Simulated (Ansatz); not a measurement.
The structure in question:

```yaml
crystal:
  lattice:
    - [7.11826, 0.00000, 0.00000]
    - [0.00000, 7.11826, 0.00000]
    - [0.00000, 0.00000, 6.65785]
  atoms:
    - { symbol: Si, position: [0.26773, 0.00000, 0.61888] }
    - { symbol: Si, position: [0.00000, 0.73227, 0.38112] }
    - { symbol: Si, position: [0.00000, 0.26773, 0.38112] }
    - { symbol: Si, position: [0.73227, 0.00000, 0.61888] }
    - { symbol: Si, position: [0.00000, 0.00000, 0.00000] }
    - { symbol: O, position: [0.18397, 0.00000, 0.84971] }
    - { symbol: O, position: [0.00000, 0.81603, 0.15029] }
    - { symbol: O, position: [0.00000, 0.18397, 0.15029] }
    - { symbol: O, position: [0.81603, 0.00000, 0.84971] }
    - { symbol: O, position: [0.18564, 0.18564, 0.50000] }
    - { symbol: O, position: [0.18564, 0.81436, 0.50000] }
    - { symbol: O, position: [0.81436, 0.18564, 0.50000] }
    - { symbol: O, position: [0.81436, 0.81436, 0.50000] }
    - { symbol: O, position: [0.50000, 0.00000, 0.62178] }
    - { symbol: O, position: [0.00000, 0.50000, 0.37822] }
```

What crystal do these data define?

The stoichiometry is SiO₂. It takes space group P-4m2 (No. 115) on a primitive tetragonal lattice. One cell contains 5 Si, 10 O, 15 atoms in all. The coordination shell of Si holds four O in a tetrahedral arrangement at 1.65 Å. O is coordinated by two Si at 1.65 Å. The bonds build a three-dimensional framework.

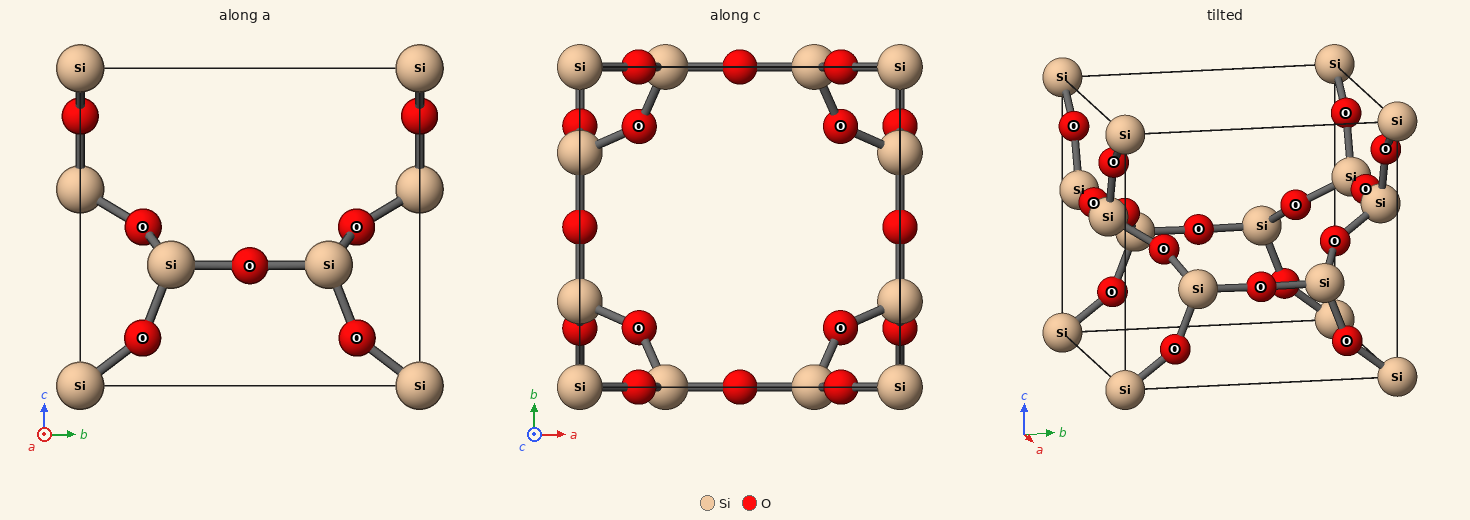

Ball-and-stick drawing of the structure, looking along the a axis, along the c axis and slightly off an axis. One conventional unit cell is framed, with atoms on its boundary repeated. Colours: silicon light orange, oxygen red.

It goes back to a structure listed in the Materials Project. It was relaxed at fixed volume with Ansatz, DFT r2SCAN, scalar-relativistic, plane waves, PAW.

At this level of theory the run's own cell isn't at rest (stretched, at -8 GPa), so its distances can differ from those at equilibrium, the more so the softer the solid.
